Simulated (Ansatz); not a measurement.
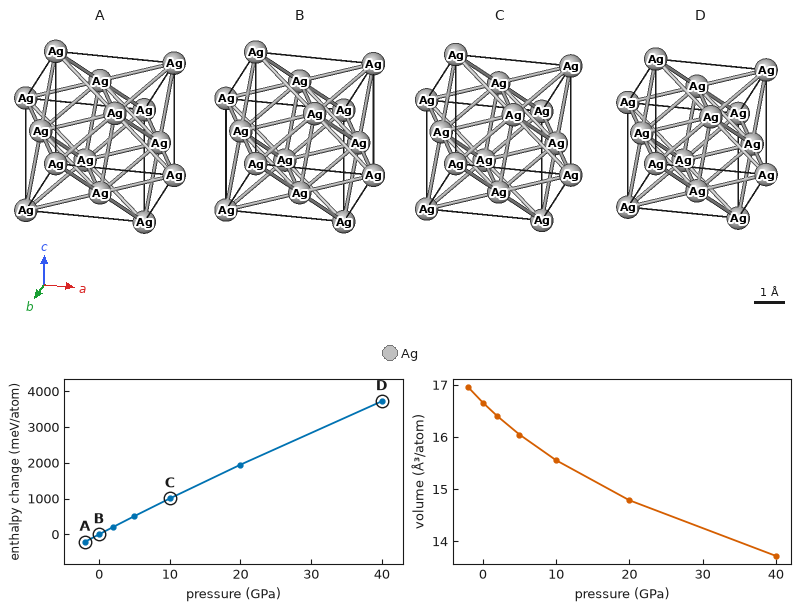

Members of a series of calculations on a crystal of Ag (set up in Fm-3m), marked on the first curve. The picture is a ball-and-stick view of the conventional cell (4 times the calculation's cell), seen from a free direction. Lengths and directions refer to the drawn axes.

Level of theory: DFT PBEsol, scalar-relativistic, plane waves, PAW in Ansatz 0.2.0. Set-up: plane-wave cutoff 420 eV; k-point mesh 18 × 18 × 18; occupations gaussian; smearing width 0.1 eV; no spin polarisation.

Question: How does the crystal respond to pressure?

Answer: The structure is relaxed at several pressures. A (pressure −2.0 GPa): enthalpy change −210 meV/atom, volume 16.96 Å³ per atom. B (pressure 0.0 GPa): enthalpy change 0.0 meV/atom, volume 16.66 Å³ per atom. C (pressure 10.0 GPa): enthalpy change 1003 meV/atom, volume 15.56 Å³ per atom. D (pressure 40.0 GPa): enthalpy change 3724 meV/atom, volume 13.72 Å³ per atom. The rest compares A with D. The drawn cell changes as follows: a = b = c 4.078 → 3.800 Å (−6.8 %); the volume changes by −19.1 %. Near-neighbour distances before and after: Ag–Ag 2.884 → 2.687 Å.
